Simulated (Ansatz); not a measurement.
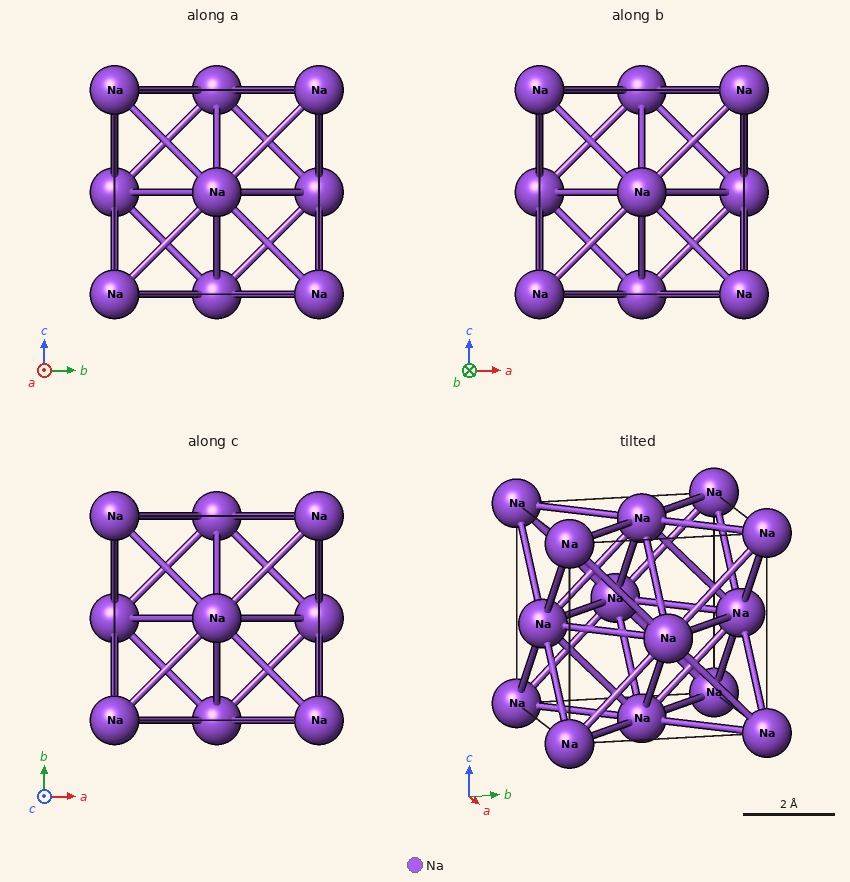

Ball-and-stick drawing of the structure, looking along the a axis, along the b axis, along the c axis and slightly off an axis. The edges of the conventional unit cell are marked.

Lattice parameters: a = 4.538 Å, b = 4.538 Å, c = 4.538 Å, α = 90.00°, β = 90.00°, γ = 90.00°.

**Put the structure into a table of Wyckoff sites.**

Space group Fm-3m (No. 225).
| atom | site | x | y | z |
| --- | --- | --- | --- | --- |
| Na | 4a | 0.0000 | 0.0000 | 0.0000 |

The geometry is that of a generated cell, made by putting these elements into a known structure type (the compound may or may not exist in this form), without relaxation. Ansatz was used for an electronic-structure calculation on it.
